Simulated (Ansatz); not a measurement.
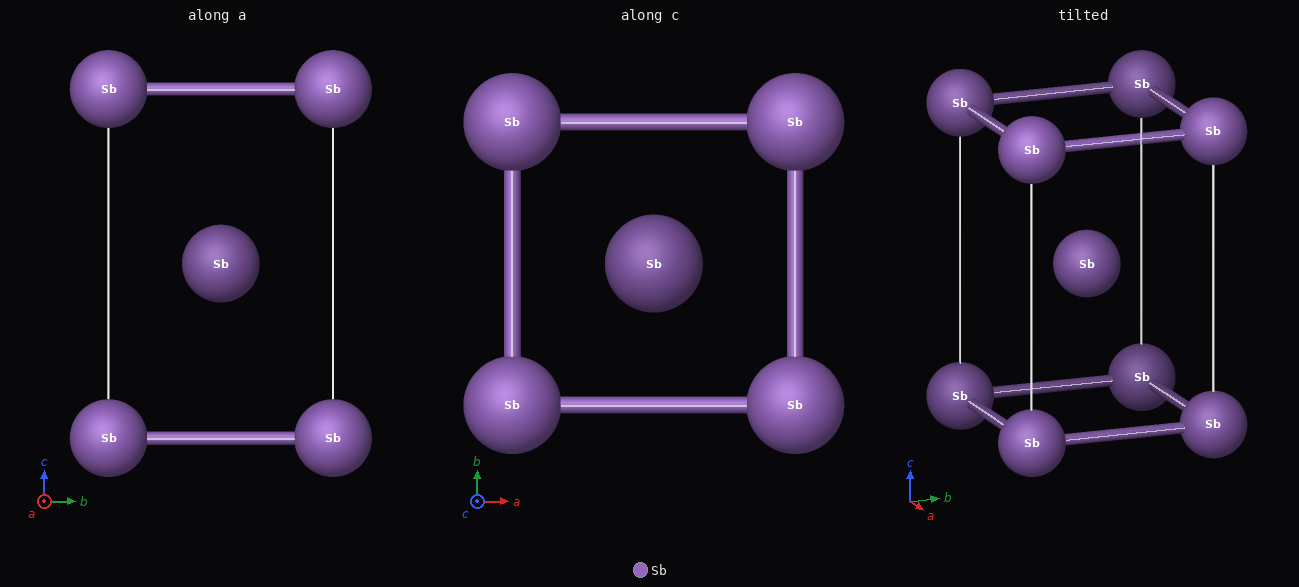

Crystal structure, ball-and-stick style, seen along the a axis, along the c axis and slightly off an axis. The conventional unit cell is drawn as a box.

Give a description of the structure.

The element is antimony. Its lattice is body-centred tetragonal, its space group I4/mmm (No. 139). The cell holds two atoms. With all contacts inside bonding distance counted, the coordination numbers are Sb 4.

Provenance: a structure listed in the Materials Project. The cell was then strained or its atoms displaced on purpose. It went into a calculation with Ansatz.

At this level of theory the cell isn't at rest (stretched, at -6 GPa), so its distances can differ from those at equilibrium, the more so the softer the solid.
